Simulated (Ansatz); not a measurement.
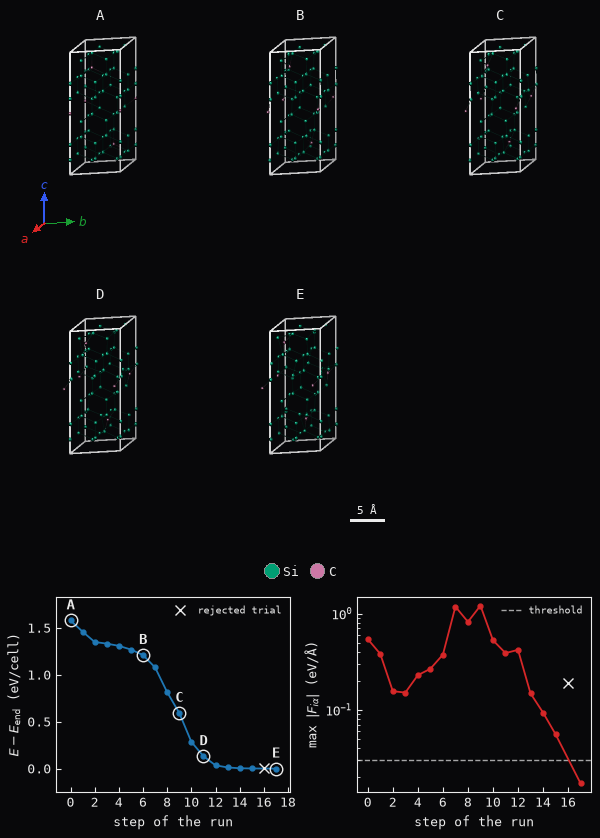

Frames of a relaxation of a defect cell of composition Si16C, marked on the history of the run. A ball-and-stick model of the larger cell on standard axes (3 times the calculation's cell) (origin shifted), seen slightly off an axis.

It is an interstitial C in diamond Si. The run prepares an end point of a later path (interstitial hop) calculation, from a guessed geometry.

Theory: DFT PBE, scalar-relativistic, plane waves, PAW (Ansatz).

Input file:
```yaml
crystal:
  lattice:
    - [0.0, 5.43, 5.43]
    - [5.43, 0.0, 5.43]
    - [5.43, 5.43, 0.0]
  atoms:
    - { symbol: Si, position: [0.0, 0.0, 0.0] }
    - { symbol: Si, position: [0.125, 0.125, 0.125] }
    - { symbol: Si, position: [0.0, 0.0, 0.5] }
    - { symbol: Si, position: [0.125, 0.125, 0.625] }
    - { symbol: Si, position: [0.0, 0.5, 0.0] }
    - { symbol: Si, position: [0.125, 0.625, 0.125] }
    - { symbol: Si, position: [0.0, 0.5, 0.5] }
    - { symbol: Si, position: [0.125, 0.625, 0.625] }
    - { symbol: Si, position: [0.5, 0.0, 0.0] }
    - { symbol: Si, position: [0.625, 0.125, 0.125] }
    - { symbol: Si, position: [0.5, 0.0, 0.5] }
    - { symbol: Si, position: [0.625, 0.125, 0.625] }
    - { symbol: Si, position: [0.5, 0.5, 0.0] }
    - { symbol: Si, position: [0.625, 0.625, 0.125] }
    - { symbol: Si, position: [0.5, 0.5, 0.5] }
    - { symbol: Si, position: [0.625, 0.625, 0.625] }
    - { symbol: C, position: [0.24685294, 0.24749874, 1.26526103], spin: 1.0 }
magnetization:
  spin_polarized: true
basis:
  ecutwfc: 420.0
kpoints:
  mp_grid: { grid: [2, 2, 2] }
hamiltonian:
  xc: pbe
scf:
  occupations: { method: gaussian, width: 0.02 }
  lower_state_search: "off"
relax:
  f_tol: 0.03
  max_steps: 60
  adjacent_minimum: "off"
```

Launched with:
```bash
ansatz run input.yaml --threads 2 --pin off --max-ram 5120MiB --backend cpu --events-out ev --progress --plain --runs-dir out
```

What happens along the run?

After 16 accepted moves (17 points after the start) the energy has fallen by 1.580 eV per cell of the calculation. Largest force component: 0.54 eV/Å at the start, 0.017 eV/Å at the end. The line search rejected the trial step at point 16 of the run. C17 moves most: 1.52 Å along [1 −3 1]. By element the largest moves are C 1.52 Å, Si 0.63 Å. The cell stays as it was. Near-neighbour distances that change, for instance: Si2–C17 2.413 → 3.921 Å, Si10–C17 2.373 → 3.515 Å, Si7–C17 2.647 → 1.770 Å, Si6–C17 2.369 → 1.834 Å. New bonds form, among them: Si7–C17 (2.65 → 1.77 Å). Bond angles that change, for instance: Si1–Si4–C17 179.2° → 131.9°, Si3–Si4–C17 71.3° → 110.7°, Si8–Si7–Si16 109.5° → 136.6°. The program noted that the starting moments weren't kept. The run may lie on a higher electronic state than the lowest, so the end point isn't shown to be the ground-state structure. Cost: 120 s on 2 threads of Intel(R) Xeon(R) Platinum 8488C (Sapphire Rapids), with other jobs on the host, peak memory 0.81 GiB. From step 0 to 6: C17 moves most (0.40 Å), energy −0.369 eV per cell of the calculation. From step 6 to 9: C17 moves most (0.51 Å), energy −0.617 eV per cell of the calculation. From step 9 to 11: C17 moves most (0.39 Å), energy −0.461 eV per cell of the calculation. From step 11 to 17: C17 moves most (0.30 Å), energy −0.132 eV per cell of the calculation.

| step | E − E(0), meV/atom | largest force component, eV/Å | note |
| --- | --- | --- | --- |
| 0 | 0.00 | 0.5428 |  |
| 1 | -7.05 | 0.3809 |  |
| 2 | -13.51 | 0.1565 |  |
| 3 | -14.53 | 0.1513 |  |
| 4 | -15.94 | 0.2296 |  |
| 5 | -18.26 | 0.2673 |  |
| 6 | -21.71 | 0.3748 |  |
| 7 | -29.49 | 1.1794 |  |
| 8 | -45.03 | 0.8210 |  |
| 9 | -58.02 | 1.2086 |  |
| 10 | -76.13 | 0.5288 |  |
| 11 | -85.15 | 0.3888 |  |
| 12 | -90.87 | 0.4203 |  |
| 13 | -92.20 | 0.1484 |  |
| 14 | -92.71 | 0.0938 |  |
| 15 | -92.84 | 0.0559 |  |
| 16 | -92.82 | 0.1894 | rejected |
| 17 | -92.94 | 0.0173 |  |

Limits of the set-up: the k-point mesh is coarse for a cell with partly filled bands; the periodic images lie only 7.7 Å apart, so the values are limited by the cell's size.
